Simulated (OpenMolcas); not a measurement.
**Run report: C4H6, single-point calculation (part 2 of 2)**

Continued. System: C4H6. Method: CASPT2/ANO-S-VDZP (OpenMolcas 26.06). The geometry comes from this level: PBE0-D4/def2-TZVP.

Geometry of the input (Å):
```
C  -0.5004  0.9262  -0.5063
C  -0.4801  -0.5536  -0.3398
C  0.2343  -0.6143  0.9655
C  0.7623  0.2228  -0.1474
H  -0.5811  1.3067  -1.5203
H  -0.9991  1.5376  0.2471
H  -0.7008  -1.3353  -1.0479
H  -0.2067  -0.1239  1.8344
H  0.7720  -1.5308  1.1905
H  1.6996  0.1647  -0.6760
```

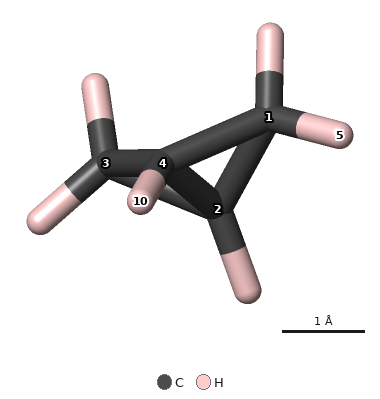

Figure 1. The structure as given in the input (stick view, seen at a tilt; atoms are numbered from 1 in the order of the input).

The program's output, continued:
```
      Symmetry species                           1
                                                 a
      Frozen orbitals                            0
      Inactive orbitals                         13
      Active orbitals                            4
      RAS1 orbitals                              0
      RAS2 orbitals                              4
      RAS3 orbitals                              0
      Secondary orbitals                        69
      Deleted orbitals                           0
      Number of basis functions                 86
--

++    CI expansion specifications:
      ----------------------------

      Number of CSFs                            20
      Number of spin combinations               21
      Number of determinants                    36
      Number of root(s) required                 1
      Root chosen for geometry opt.              1
      CI root used                               1

      highest root included in the CI            1
      max. size of the explicit Hamiltonian     20
--

++    Optimization specifications:
      ----------------------------

      RASSCF algorithm: LK RI/DF
      Maximum number of macro iterations       200
      Maximum number of SX iterations          100
      Threshold for RASSCF energy            1.000E-08
      Threshold for max MO rotation          1.000E-01
      Threshold for max BLB element          1.000E-04
      Level shift parameter                  5.000E-01
      Make Quasi-Newton update
--

      The MO-coefficients are taken from the file:
      step2.RasOrb
      Title: RASSCF average (pseudo-natural) orbitals

      Total molecular charge    0.00

      ************************************************************************************************************************
      *                                            Wave function control section                                             *
      ************************************************************************************************************************

                                         RASSCF iterations: Energy and convergence statistics
                                         ----------------------------------------------------

          iter iter root      energy       change     param      element    value   shift minimum  type update hh:mm:ss
 Nr of preliminary CI iterations:   1
        1   1    4    1  -154.93306605    0.00E+00   1.55E-05    6  16 1 -2.50E-06   0.00   0.00    SX    NO    0:00:00
        2   1    4    1  -154.93306605   -2.17E-10   8.14E-06    6  16 1 -1.28E-06   0.00   0.00    SX    NO    0:00:00
        3   1    3    1  -154.93306605   -7.19E-11   5.93E-06    6  16 1 -5.71E-07   0.00   0.00    SX    NO    0:00:00
        4   1    3    1  -154.93306605   -3.26E-11  -4.36E-06    6  16 1 -3.82E-07   0.00   0.00    SX    NO    0:00:00
      Convergence after  4 iterations
        5   1    3    1  -154.93306605   -1.60E-11  -4.36E-06   15  32 1  2.52E-07   0.00   0.00    SX    NO    0:00:00

      ************************************************************************************************************************
                                                      Wave function printout:
                       occupation of active orbitals, and spin coupling of open shells (u,d: Spin up or down)
      ************************************************************************************************************************

      Note: transformation to natural orbitals
      has been made, which may change the order of the CSFs.

      printout of CI-coefficients larger than  0.05 for root  1
      energy=    -154.933066
      conf/sym  1111     Coeff  Weight
             1  2200  -0.98763 0.97542
             8  2002   0.10021 0.01004
            10  udud   0.08482 0.00719
            12  0220   0.06317 0.00399

      Natural orbitals and occupation numbers for root  1
      sym 1:   1.981078   1.969437   0.018552   0.030933

      ************************************************************************************************************************
      *                                                    Final results                                                     *
      ************************************************************************************************************************

++    Final optimization conditions:
      ------------------------------

      Average CI energy                            -154.93306605
      RASSCF energy for state  1                   -154.93306605
      Super-CI energy                                -0.00000000
      RASSCF energy change                           -0.00000000
      Max change in MO coefficients               8.208E-06
      Max non-diagonal density matrix element    -4.357E-06
      Maximum BLB matrix element                  2.515E-07
      (orbital pair  15,  32 in symmetry   1)
      Norm of electronic gradient            1.022E-06
--

      Final state energy(ies):
      ------------------------

::    RASSCF root number  1 Total energy:   -154.93306605
      Von Neumann Entropy (Root   1) =  0.19112

      Mulliken population analysis for root number:  1
      -----------------------------------------------

++    Molecular charges:
      ------------------

      Mulliken charges per centre
      ---------------------------

                C1      C2      C3      C4      H5      H6      H7      H8      H9      H10
      Total    6.1283  6.0859  6.1194  6.0707  0.9442  0.9520  0.8979  0.9546  0.9448  0.9023

      N-E     -0.1283 -0.0859 -0.1194 -0.0707  0.0558  0.0480  0.1021  0.0454  0.0552  0.0977

      Total electronic charge=   30.000000

      Total            charge=   -0.000000
--

      Expectation values of various properties for root number:  1
      -----------------------------------------------------------

++    Molecular properties:
      ---------------------

      Charge (e):
                      =   -0.0000
      Dipole Moment (debye):
      Origin of the operator (angstrom)=    0.0033   -0.0038   -0.0057
                   X=  3.1174E-01               Y= -3.2651E-01               Z= -4.7210E-01           Total=  6.5320E-01
      Quadrupole Moment (debye*angstrom):
      Origin of the operator (angstrom)=    0.0033   -0.0038   -0.0057
                  XX= -2.6232E+01              XY= -1.2276E+00              XZ= -2.8326E-01              YY= -2.5052E+01
                  YZ= -1.1446E-01              ZZ= -2.4300E+01
      In traceless form (debye*angstrom)
                  XX= -1.5563E+00              XY= -1.8415E+00              XZ= -4.2489E-01              YY=  2.1450E-01
                  YZ= -1.7169E-01              ZZ=  1.3418E+00
--

      LoProp population analysis for root number:  1
      -----------------------------------------------

++    LoProp analysis:
      ----------------

++    Static properties:
      ------------------

      LoProp Charges per center

                   C1       C2       C3       C4       H5       H6       H7       H8       H9       H10
      Nuclear      6.0000   6.0000   6.0000   6.0000   1.0000   1.0000   1.0000   1.0000   1.0000   1.0000
      Electronic  -6.2185  -6.1261  -6.2097  -6.1142  -0.8845  -0.9013  -0.8763  -0.9032  -0.8859  -0.8802

      Total       -0.2185  -0.1261  -0.2097  -0.1142   0.1155   0.0987   0.1237   0.0968   0.1141   0.1198
--

      Natural Bond Order analysis for root number:  1

++    Natural Bond Order analysis
      ---------------------------
      Based on LoProp computed density
      -------------------------------------------------------------------------------------
      Atom A       Atom B       Bond Order
      -------------------------------------------------------------------------------------
      NBO located      0.996 non-bonded electrons on atom C1
      NBO located      0.995 non-bonded electrons on atom C2
      NBO located      0.996 non-bonded electrons on atom C3
      NBO located      0.995 non-bonded electrons on atom C4
      The remaining   14.856 electrons are to be considered as diffuse
--

--

      Average orbitals are written to the RASORB file
      Natural orbitals for root   1 are written to the RASORB.1 file
      Spin density orbitals for root   1 are written to the SPDORB.1 file

--- Stop Module: rasscf /rc=_RC_ALL_IS_WELL_ ---

--- Start Module: caspt2 ---

                                              &CASPT2

                       available to each process: 1.9 GB of memory, 1 thread

++    Wave function specifications:
      -----------------------------

      Number of closed shell electrons          18
      Number of electrons in active shells       4
      Max number of holes in RAS1 space          0
      Max number of electrons in RAS3 space      0
      Number of inactive orbitals                9
      Number of active orbitals                  4
      Number of secondary orbitals              69
      Spin quantum number                      0.0
      State symmetry                             1
      Number of CSFs                            20
      Number of CASSCF root(s) available         1
      CASPT2 state passed to geometry opt.       1
      A file JOBMIX will be created
      This is a CASSCF or RASSCF reference function
--

++    Orbital specifications:
      -----------------------

      Symmetry species                           1
                                                 a
      Frozen orbitals                            4
      Inactive orbitals                          9
      Active orbitals                            4
      Secondary orbitals                        69
      Deleted orbitals                           0
      Number of basis functions                 86
--

++    CASPT2 specifications:
      ----------------------

      Type of calculation                        SS-CASPT2
      Fock operator                              state-specific
      IPEA shift                                 0.25
      Real shift                                 0.00
      Imaginary shift                            0.20
      The input orbitals will be transformed to quasi-canonical
--

--------------------------------------------------------------------------------
 Estimated memory requirements:
  POLY3 :                   250840
  RHS:                      494246
  SIGMA :                   597760
  PRPCTL:                        0
 Available workspace:    232483605

++ CASPT2 computation for group   1

********************************************************************************
 Multi-State initialization phase begins for group   1
--------------------------------------------------------------------------------
********************************************************************************
 Compute H0 matrices for state    1
--------------------------------------------------------------------------------
--------------------------------------------------------------------------------
 H0 matrices have been computed.

********************************************************************************
  CASPT2 EQUATION SOLUTION
--------------------------------------------------------------------------------

  Total nr of CASPT2 parameters:
   Before reduction:      450639
   After  reduction:      445965

 Variance of |WF0>:       1.6105141611

 The contributions to the second order correlation energy in atomic units.
-----------------------------------------------------------------------------------------------------------------------------
  IT.      VJTU        VJTI        ATVX        AIVX        VJAI        BVAT        BJAT        BJAI        TOTAL       RNORM
-----------------------------------------------------------------------------------------------------------------------------
   1    -0.000907   -0.001721   -0.004398   -0.049204   -0.018700   -0.019501   -0.082593   -0.314976   -0.491999    0.025230
   2    -0.000955   -0.001842   -0.004570   -0.050885   -0.019137   -0.019874   -0.083425   -0.316190   -0.496878    0.004765
   3    -0.000962   -0.001849   -0.004575   -0.050940   -0.019126   -0.019889   -0.083402   -0.316142   -0.496885    0.001274
   4    -0.000964   -0.001851   -0.004574   -0.050908   -0.019109   -0.019876   -0.083358   -0.316081   -0.496721    0.000286
   5    -0.000964   -0.001851   -0.004573   -0.050907   -0.019109   -0.019876   -0.083360   -0.316083   -0.496722    0.000072
   6    -0.000964   -0.001851   -0.004573   -0.050908   -0.019109   -0.019877   -0.083362   -0.316086   -0.496730    0.000014
   7    -0.000964   -0.001851   -0.004573   -0.050908   -0.019110   -0.019877   -0.083362   -0.316086   -0.496730    0.000003
-----------------------------------------------------------------------------------------------------------------------------

  FINAL CASPT2 RESULT:

      Reference energy:        -154.9330660486
      E2 (Non-variational):      -0.4967300681
      Shift correction:          -0.0027053448
      E2 (Variational):          -0.4994354130
      Total energy:            -155.4325014615
      Residual norm:              0.0000006771
      Reference weight:           0.85039

      Contributions to the CASPT2 correlation energy
      Active & Virtual Only:         -0.0244499231
      One Inactive Excited:          -0.1352338675
      Two Inactive Excited:          -0.3370462776

++ Denominators, etc.
--------------------------------------------------------------------------------------------------------------
 Report on small energy denominators, large coefficients, and large energy contributions.
CASE  SYMM ACTIVE-MIX  NON-ACTIVE INDICES          DENOMINATOR     RHS VALUE       COEFFICIENT     CONTRIBUTION
--

   (Skipping property calculation,
    use PROP keyword to activate)
--

  Total CASPT2 energies:
::    CASPT2 Root  1     Total energy:   -155.43250146

  A NEW JOBIPH FILE NAMED 'JOBMIX' IS PREPARED.
********************************************************************************
--- Stop Module: caspt2 /rc=_RC_ALL_IS_WELL_ ---

.##################.
.# Happy landing! #.
.##################.

    Timing: Wall=2.71 User=2.43 System=0.27
```

Results in brief:

| quantity | value |
| --- | --- |
| outcome | converged |
| total energy | −155.432501 hartree |
| CASSCF energy | −154.933066 hartree |
| basis functions | 86 |
| hardware | 1 thread of Intel Xeon (Granite Rapids), 64 GiB of memory available, shared host |
| wall time | 2.9 s |
| peak memory | 0.079 GiB |
